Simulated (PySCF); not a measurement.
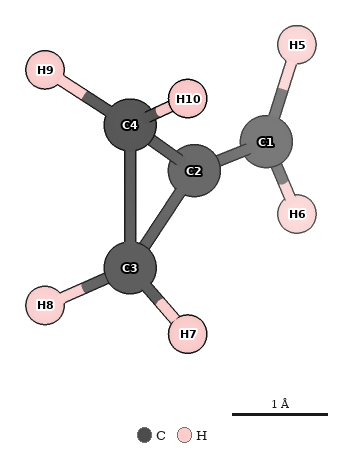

Starting structure of C$_{4}$H$_{6}$. Style: ball-and-stick. Shown from a free direction.

The start comes from MMFF94s.

These are results of PBE0-D3(BJ)/def2-SVP geometry optimisation, gas phase (PySCF), not measurements.

```xyz
10

C     1.5408   -0.4674   -0.0311
C     0.2843   -0.0862   -0.0057
C    -1.0622   -0.4955   -0.0271
C    -0.6063    1.0016    0.0608
H     2.3448    0.2588    0.0103
H     1.8040   -1.5173   -0.0940
H    -1.4505   -0.9632    0.8669
H    -1.4545   -0.8543   -0.9684
H    -0.7022    1.6162   -0.8234
H    -0.6982    1.5073    1.0118
```

### Where does the relaxation end?

The energy falls by 4.31 kcal/mol in 4 geometry steps. The largest moves after the best rigid fit, 0.081 Å, are those of H5 and H6. By element the largest moves are H 0.081 Å, C 0.072 Å. Near-neighbour distances that change, for instance: C2–C3 1.407 → 1.462 Å, C3–C4 1.568 → 1.527 Å, C3–H7 1.081 → 1.096 Å, C1–C2 1.313 → 1.323 Å. Among the angles between lasting bonds that change: C3–C2–C4 67.7° → 63.0°, H9–C4–H10 116.5° → 113.9°, C1–C2–C4 146.2° → 148.5°.

Step by step:

| step | E − E(0), kcal/mol |
| --- | --- |
| 0 | 0.00 |
| 1 | -3.68 |
| 2 | -4.15 |
| 3 | -4.30 |
| 4 | -4.31 |

Final geometry:

```xyz
10

C     1.6101   -0.4885   -0.0324
C     0.3442   -0.1041   -0.0069
C    -1.0710   -0.4718   -0.0255
C    -0.6270    0.9869    0.0598
H     2.4241    0.2413    0.0060
H     1.8794   -1.5470   -0.0928
H    -1.5110   -0.9293    0.8678
H    -1.5118   -0.8199   -0.9665
H    -0.7719    1.6216   -0.8217
H    -0.7651    1.5108    1.0123
```

After the run, drawn alike:

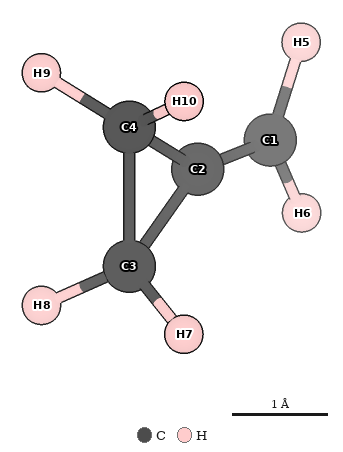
